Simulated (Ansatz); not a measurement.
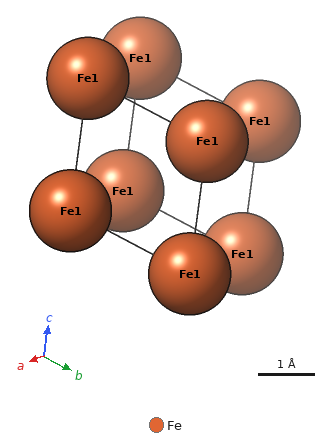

The structure as given in the input (spheres-only view of the cell of the calculation, seen slightly off an axis; atoms are numbered from 1 in the order of the input). An atom can appear more than once, as a periodic image.

Fe: geometry relaxation (part 1 of 2)

Fe (1 atom in the cell), computed with DFT PBEsol, scalar-relativistic, plane waves, PAW, spin-polarised (Ansatz 0.2.0).

The structure was made by swapping elements on the sites of another compound; it need not be a known phase. It belongs to a series of runs on one base structure; here: Cu -> Fe on all its sites, cell and atoms relaxed. Figures and captions count atoms from 1; the log counts them from 0 in places.

### The input
```yaml
crystal:
  lattice:
    - [-1.3946601854, 1.3946601854, 1.3944832438]
    - [1.3946601854, -1.3946601854, 1.3944832438]
    - [1.3946601854, 1.3946601854, -1.3944832438]
  atoms:
    - { symbol: Fe, position: [0.0, 0.0, 0.0], spin: 2.37 }
basis:
  ecutwfc: 420
kpoints:
  mp_grid: { grid: [20, 20, 20] }
hamiltonian:
  xc: pbesol
scf:
  occupations: { method: gaussian, width: 0.1 }
output:
  forces: true
  stress: true
  eigenvalues: true
  populations: true
  write_density: true
  write_potential: true
  elf: true
  volumetric_format: npy
magnetization:
  spin_polarized: true
relax:
  adjacent_minimum: "off"
  f_tol: 0.01
  max_steps: 60
  cell: { stress_tol: 0.1 }
```

Run as:
```bash
ansatz run input.yaml --threads 1 --pin off --max-ram 2560MiB --backend cpu --events-out ev --progress --plain --runs-dir out
```

### Output
```
Engine: ansatz 0.2.0, x86_64-unknown-linux-gnu
Pseudopotentials: kind: paw
Pseudopotential: Fe, paw, valence charge 16, recommended cutoff 420 eV (normal), Fe.paw.azcp
Functional definition: PBEsol
  exchange = pbesol_x
  correlation = pbesol_c
Crystal: 1 atoms, lattice volume = 10.850 Å³
Basis set: ecut = 420 eV, 201 PW (Γ), exchange–correlation on 36×36×36 points (8 copies of the dense FFT grid, shifted against one another)
Bands: 14, of which v1, the nominal top of the filled ones, is band 8 counted from 1 (7 counted from 0)
Symmetry: 16 space group operations
Space group: I4/mmm (ITA 139), of the structure as read, at distance tolerance 2.2e-5 Å
Magnetic group: BNS 139.531 (UNI 1191), of the structure as read, at distance tolerance 2.2e-5 Å
k-points: 641 of 8000
Non-local potential: Fe, projectors of the file, l = 0: 3, l = 1: 2, l = 2: 3, l = 3: 1
PAW form: soft (Blöchl's): semilocal exchange-correlation on the pseudo side does not see the compensation charge
PAW frozen core: Fe, regenerated for the run's functional, and the local potential with it (the file was generated under x = pbe(κ = 0.804, μ = 0.2195149727645171), c = pbe(β = 0.06672455060314922))
PAW one-centre angular grid: Fe, 590 points (default); XC on 64 Gauss nodes
Initial density: superposition of atomic densities (chi_scale 0.1, normalization cell)
Starting moments: Σ|m| = 2.37 μB on 1 of 1 site
Initial wavefunctions: pseudopotential atomic-orbital guess
Functional: x = pbesol(κ = 0.804, μ = 0.12345679012345678), c = pbesol(β = 0.046)
SCF iter   1: F=—  HF=-4449.073708 eV  |F-HF|=—  |Δ(HF+E_count)|=         —  Δρ=9.79e-2 (↑8.46e-2 ↓9.79e-2)  dr2=2.18e0  dr2_m=6.76e-2  M=2.101 μB ∫|m|=2.128 μB  β_m=0.30  ethr=3.10e-3  ⟨swp⟩=4.8  Hψ=87070  notcnv=0
Mixer restart at iter 1: flushing history
preconditioner: auto → none  [metal: Δε(μ)=0.010 eV  Ē_g=14.970 eV  σ=0.100 eV  W_gap=0.06  n_scr=0 (ndim 8)  ℏωp=31.9 eV  f_vac=0.000  D(μ)=0.69/eV (n_scr^D=12)]
SCF iter   2: F=—  HF=-4448.171764 eV  |F-HF|=—  |Δ(HF+E_count)|=   9.02e-1  Δρ=3.75e-2 (↑3.75e-2 ↓2.25e-2)  dr2=3.28e-2  dr2_m=7.62e-2  M=2.169 μB ∫|m|=2.219 μB  β_m=0.29  ethr=3.10e-3  ⟨swp⟩=3.5  Hψ=45572  notcnv=0  defer=1579
SCF iter   3: F=—  HF=-4448.417888 eV  |F-HF|=—  |Δ(HF+E_count)|=         —  Δρ=1.85e-2 (↑1.82e-2 ↓1.85e-2)  dr2=3.36e-3  dr2_m=3.05e-2  M=2.124 μB ∫|m|=2.179 μB  β_m=0.29  ethr=2.05e-4  ⟨swp⟩=2.6  Hψ=36277  notcnv=0  defer=1583
Mixer restart at iter 3: flushing history
SCF iter   4: F=—  HF=-4448.583202 eV  |F-HF|=—  |Δ(HF+E_count)|=   1.65e-1  Δρ=1.36e-2 (↑1.36e-2 ↓1.32e-2)  dr2=3.26e-3  dr2_m=1.60e-2  M=2.114 μB ∫|m|=2.176 μB  β_m=0.61  ethr=2.10e-5  ⟨swp⟩=2.0  Hψ=33442  notcnv=0  defer=1583
SCF iter   5: F=—  HF=-4448.837957 eV  |F-HF|=—  |Δ(HF+E_count)|=   2.55e-1  Δρ=2.63e-3 (↑2.63e-3 ↓2.57e-3)  dr2=1.41e-3  dr2_m=2.31e-4  M=2.092 μB ∫|m|=2.170 μB  β_m=0.80  ethr=2.04e-5  ⟨swp⟩=2.3  Hψ=35105  notcnv=0  defer=1583
SCF iter   6: F=—  HF=-4448.850870 eV  |F-HF|=—  |Δ(HF+E_count)|=   1.29e-2  Δρ=2.46e-3 (↑2.46e-3 ↓1.31e-3)  dr2=1.04e-3  dr2_m=3.40e-5  M=2.090 μB ∫|m|=2.173 μB  β_m=0.55  ethr=8.81e-6  ⟨swp⟩=1.3  Hψ=24700  notcnv=0  defer=1558
SCF iter   7: F=—  HF=-4448.850924 eV  |F-HF|=—  |Δ(HF+E_count)|=   5.38e-5  Δρ=2.34e-4 (↑2.34e-4 ↓2.04e-4)  dr2=7.36e-7  dr2_m=4.34e-6  M=2.086 μB ∫|m|=2.169 μB  β_m=0.58  ethr=6.50e-6  ⟨swp⟩=2.3  Hψ=22878  notcnv=0  defer=1559
SCF iter   8: F=—  HF=-4448.850919 eV  |F-HF|=—  |Δ(HF+E_count)|=   4.34e-6  Δρ=1.30e-4 (↑1.30e-4 ↓1.09e-4)  dr2=3.27e-6  dr2_m=5.40e-7  M=2.086 μB ∫|m|=2.170 μB  β_m=0.79  ethr=4.60e-9  ⟨swp⟩=2.1  Hψ=28680  notcnv=0  defer=1558
SCF iter   9: F=—  HF=-4448.850943 eV  |F-HF|=—  |Δ(HF+E_count)|=   2.38e-5  Δρ=4.02e-5 (↑4.02e-5 ↓8.53e-6)  dr2=1.14e-7  dr2_m=4.10e-8  M=2.086 μB ∫|m|=2.170 μB  β_m=0.90  ethr=4.60e-9  ⟨swp⟩=2.0  Hψ=28315  notcnv=0  defer=1559
SCF iter  10: F=—  HF=-4448.850943 eV  |F-HF|=—  |Δ(HF+E_count)|=   3.48e-8  Δρ=1.35e-5 (↑1.35e-5 ↓6.19e-6)  dr2=3.18e-8  dr2_m=1.65e-9  M=2.086 μB ∫|m|=2.170 μB  β_m=0.88  ethr=7.13e-10  ⟨swp⟩=1.4  Hψ=19382  notcnv=0  defer=1559
SCF iter  11: F=-4448.850943 eV  HF=-4448.850943 eV  |F-HF|=6.28e-11  |Δ(HF+E_count)|=   8.80e-9  Δρ=1.56e-6 (↑1.56e-6 ↓1.17e-6)  dr2=1.38e-10  dr2_m=3.00e-11  M=2.086 μB ∫|m|=2.170 μB  ethr=1.99e-10  ⟨swp⟩=8.2  Hψ=99321  notcnv=0
SCF 1 converged in 11 iterations: F = -4448.850943 eV  dr2 = 1.38e-10
  greatest PAW one-centre occupation: 1.002 electrons in one spin orbital (limit 2), on the Fe atom at site 0 (counted from 0), in its partial waves of l = 1
relax step   1: F+E_penalty+E_count = -4448.85094299 eV  Δ(F+E_penalty+E_count) = +0.000e0 eV  max|allowed force component| = 0.000e0 eV/Å  Δτ_max = 0.0000 Å  P = -0.843 GPa  Ω = 10.850 Å³  (11 SCF iters, dr2 threshold 1.00e-7 eV, accepted)
Crystal: 1 atoms, lattice volume = 10.827 Å³
Initial density: handed on by an earlier stage of this run
Starting moments: Σ|m| = 2.37 μB on 1 of 1 site; this step starts from the density that it was given
Initial wavefunctions: those handed on with the density
iter 1 solved again at ethr=4.16e-7 eV; its pass at ethr=3.10e-3 eV (dr2=6.65e-5 eV) is discarded
SCF iter   1: F=—  HF=-4448.851057 eV  |F-HF|=—  |Δ(HF+E_count)|=         —  Δρ=9.28e-4 (↑9.28e-4 ↓1.88e-4)  dr2=6.49e-5  dr2_m=2.30e-5  M=2.083 μB ∫|m|=2.166 μB  β_m=0.65  ethr=4.16e-7  ⟨swp⟩=1.9  Hψ=105957  notcnv=0
preconditioner: auto → none  [metal: Δε(μ)=0.000 eV  Ē_g=15.512 eV  σ=0.100 eV  W_gap=0.00  n_scr=0 (ndim 8)  ℏωp=31.9 eV  f_vac=0.000  D(μ)=0.78/eV (n_scr^D=12)]
SCF iter   2: F=—  HF=-4448.851057 eV  |F-HF|=—  |Δ(HF+E_count)|=   7.90e-7  Δρ=7.29e-4 (↑7.29e-4 ↓4.30e-4)  dr2=8.26e-5  dr2_m=2.26e-6  M=2.085 μB ∫|m|=2.168 μB  β_m=0.32  ethr=4.05e-7  ⟨swp⟩=2.1  Hψ=27456  notcnv=0
SCF iter   3: F=—  HF=-4448.851033 eV  |F-HF|=—  |Δ(HF+E_count)|=   2.37e-5  Δρ=1.53e-4 (↑1.20e-4 ↓1.53e-4)  dr2=1.31e-7  dr2_m=1.73e-6  M=2.084 μB ∫|m|=2.167 μB  β_m=0.59  ethr=4.05e-7  ⟨swp⟩=2.4  Hψ=25269  notcnv=0
SCF iter   4: F=—  HF=-4448.851042 eV  |F-HF|=—  |Δ(HF+E_count)|=   8.79e-6  Δρ=4.95e-5 (↑3.76e-5 ↓4.95e-5)  dr2=6.44e-7  dr2_m=6.94e-9  M=2.084 μB ∫|m|=2.167 μB  β_m=0.80  ethr=8.18e-10  ⟨swp⟩=2.1  Hψ=28634  notcnv=0
SCF iter   5: F=—  HF=-4448.851044 eV  |F-HF|=—  |Δ(HF+E_count)|=   2.39e-6  Δρ=8.94e-6 (↑8.94e-6 ↓5.54e-6)  dr2=8.90e-9  dr2_m=1.04e-9  M=2.084 μB ∫|m|=2.166 μB  β_m=0.81  ethr=8.18e-10  ⟨swp⟩=2.0  Hψ=28344  notcnv=0
SCF iter   6: F=-4448.851044 eV  HF=-4448.851044 eV  |F-HF|=4.91e-8  |Δ(HF+E_count)|=   7.95e-8  Δρ=1.62e-5 (↑1.62e-5 ↓1.14e-5)  dr2=5.76e-8  dr2_m=8.80e-10  M=2.084 μB ∫|m|=2.166 μB  ethr=5.56e-11  ⟨swp⟩=4.5  Hψ=82363  notcnv=0
SCF 2 converged in 6 iterations: F = -4448.851044 eV  dr2 = 5.76e-8
relax step   2: F+E_penalty+E_count = -4448.85104413 eV  Δ(F+E_penalty+E_count) = -1.011e-4 eV  max|allowed force component| = 0.000e0 eV/Å  Δτ_max = 0.0000 Å  P = -0.361 GPa  Ω = 10.827 Å³  energy of the carried Pulay correction = +1.570e-5 eV  (6 SCF iters, dr2 threshold 1.00e-7 eV, accepted)
Crystal: 1 atoms, lattice volume = 10.810 Å³
iter 1 solved again at ethr=2.26e-7 eV; its pass at ethr=3.10e-3 eV (dr2=3.61e-5 eV) is discarded
SCF iter   1: F=—  HF=-4448.851081 eV  |F-HF|=—  |Δ(HF+E_count)|=         —  Δρ=6.77e-4 (↑6.77e-4 ↓1.38e-4)  dr2=3.52e-5  dr2_m=1.20e-5  M=2.081 μB ∫|m|=2.164 μB  β_m=0.65  ethr=2.26e-7  ⟨swp⟩=2.0  Hψ=106449  notcnv=0
preconditioner: auto → none  [metal: Δε(μ)=0.006 eV  Ē_g=15.531 eV  σ=0.100 eV  W_gap=0.03  n_scr=0 (ndim 8)  ℏωp=31.9 eV  f_vac=0.000  D(μ)=0.77/eV (n_scr^D=12)]
SCF iter   2: F=—  HF=-4448.851081 eV  |F-HF|=—  |Δ(HF+E_count)|=   2.06e-8  Δρ=5.39e-4 (↑5.39e-4 ↓3.20e-4)  dr2=4.55e-5  dr2_m=1.20e-6  M=2.082 μB ∫|m|=2.165 μB  β_m=0.32  ethr=2.20e-7  ⟨swp⟩=2.1  Hψ=27461  notcnv=0
SCF iter   3: F=—  HF=-4448.851068 eV  |F-HF|=—  |Δ(HF+E_count)|=   1.29e-5  Δρ=1.12e-4 (↑8.50e-5 ↓1.12e-4)  dr2=7.89e-8  dr2_m=8.96e-7  M=2.082 μB ∫|m|=2.164 μB  β_m=0.60  ethr=2.20e-7  ⟨swp⟩=2.4  Hψ=25235  notcnv=0
SCF iter   4: F=—  HF=-4448.851074 eV  |F-HF|=—  |Δ(HF+E_count)|=   5.39e-6  Δρ=3.77e-5 (↑2.97e-5 ↓3.77e-5)  dr2=3.85e-7  dr2_m=3.47e-9  M=2.082 μB ∫|m|=2.164 μB  β_m=0.80  ethr=4.93e-10  ⟨swp⟩=2.1  Hψ=28607  notcnv=0
SCF iter   5: F=—  HF=-4448.851075 eV  |F-HF|=—  |Δ(HF+E_count)|=   1.47e-6  Δρ=6.47e-6 (↑6.47e-6 ↓3.78e-6)  dr2=3.66e-9  dr2_m=6.94e-10  M=2.082 μB ∫|m|=2.164 μB  β_m=0.80  ethr=4.93e-10  ⟨swp⟩=2.0  Hψ=28347  notcnv=0
SCF iter   6: F=-4448.851075 eV  HF=-4448.851075 eV  |F-HF|=3.02e-8  |Δ(HF+E_count)|=   3.97e-8  Δρ=1.27e-5 (↑1.27e-5 ↓8.98e-6)  dr2=3.54e-8  dr2_m=5.44e-10  M=2.082 μB ∫|m|=2.164 μB  ethr=2.29e-11  ⟨swp⟩=4.2  Hψ=81485  notcnv=0
SCF 3 converged in 6 iterations: F = -4448.851075 eV  dr2 = 3.54e-8
relax step   3: F+E_penalty+E_count = -4448.85107505 eV  Δ(F+E_penalty+E_count) = -3.092e-5 eV  max|allowed force component| = 0.000e0 eV/Å  Δτ_max = 0.0000 Å  P = +0.002 GPa  Ω = 10.810 Å³  energy of the carried Pulay correction = +2.743e-5 eV  (6 SCF iters, dr2 threshold 1.00e-7 eV, accepted)
Initial wavefunctions: pseudopotential atomic-orbital guess (no wavefunctions were taken with the density)
iter 1 solved again at ethr=2.25e-9 eV; its pass at ethr=3.10e-3 eV (dr2=3.59e-7 eV) is discarded
SCF iter   1: F=—  HF=-4448.851050 eV  |F-HF|=—  |Δ(HF+E_count)|=         —  Δρ=1.18e-5 (↑1.18e-5 ↓8.29e-6)  dr2=2.29e-8  dr2_m=7.35e-10  M=2.082 μB ∫|m|=2.164 μB  β_m=0.65  ethr=2.25e-9  ⟨swp⟩=3.2  Hψ=142045  notcnv=0
preconditioner: auto → none  [metal: Δε(μ)=0.006 eV  Ē_g=15.534 eV  σ=0.100 eV  W_gap=0.03  n_scr=0 (ndim 8)  ℏωp=31.9 eV  f_vac=0.000  D(μ)=0.78/eV (n_scr^D=12)]
SCF iter   2: F=—  HF=-4448.851050 eV  |F-HF|=—  |Δ(HF+E_count)|=  7.16e-10  Δρ=1.01e-5 (↑1.01e-5 ↓3.02e-6)  dr2=9.82e-9  dr2_m=1.46e-9  M=2.082 μB ∫|m|=2.164 μB  β_m=0.36  ethr=1.43e-10  ⟨swp⟩=2.6  Hψ=27437  notcnv=0
SCF iter   3: F=—  HF=-4448.851050 eV  |F-HF|=—  |Δ(HF+E_count)|=   5.59e-9  Δρ=2.40e-6 (↑1.83e-6 ↓2.40e-6)  dr2=8.23e-10  dr2_m=6.91e-11  M=2.082 μB ∫|m|=2.164 μB  β_m=0.50  ethr=6.14e-11  ⟨swp⟩=2.5  Hψ=26098  notcnv=0
SCF iter   4: F=—  HF=-4448.851050 eV  |F-HF|=—  |Δ(HF+E_count)|=  4.97e-10  Δρ=4.06e-7 (↑1.76e-7 ↓4.06e-7)  dr2=1.09e-11  dr2_m=5.46e-12  M=2.082 μB ∫|m|=2.164 μB  β_m=0.71  ethr=5.14e-12  ⟨swp⟩=1.5  Hψ=20509  notcnv=0
SCF iter   5: F=—  HF=-4448.851050 eV  |F-HF|=—  |Δ(HF+E_count)|=  1.06e-10  Δρ=1.63e-7 (↑1.45e-7 ↓1.63e-7)  dr2=7.27e-12  dr2_m=2.74e-13  M=2.082 μB ∫|m|=2.164 μB  β_m=0.85  ethr=1.00e-12  ⟨swp⟩=1.0  Hψ=17948  notcnv=0
SCF iter   6: F=-4448.851050 eV  HF=-4448.851050 eV  |F-HF|=8.19e-12  |Δ(HF+E_count)|=  3.64e-11  Δρ=2.13e-7 (↑2.13e-7 ↓1.54e-7)  dr2=1.06e-11  dr2_m=1.08e-13  M=2.082 μB ∫|m|=2.164 μB  ethr=1.00e-12  ⟨swp⟩=4.0  Hψ=65778  notcnv=0
SCF 4 converged in 6 iterations: F = -4448.851050 eV  dr2 = 1.06e-11
relax step   4: F+E_penalty+E_count = -4448.85105023 eV  Δ(F+E_penalty+E_count) = +2.483e-5 eV  max|allowed force component| = 0.000e0 eV/Å  Δτ_max = 0.0000 Å  P = -0.003 GPa  Ω = 10.810 Å³  stress off target by 3.07e-3 GPa  SCF on the basis re-selected at this cell (its energy is not comparable with the rows above)  (6 SCF iters)
```
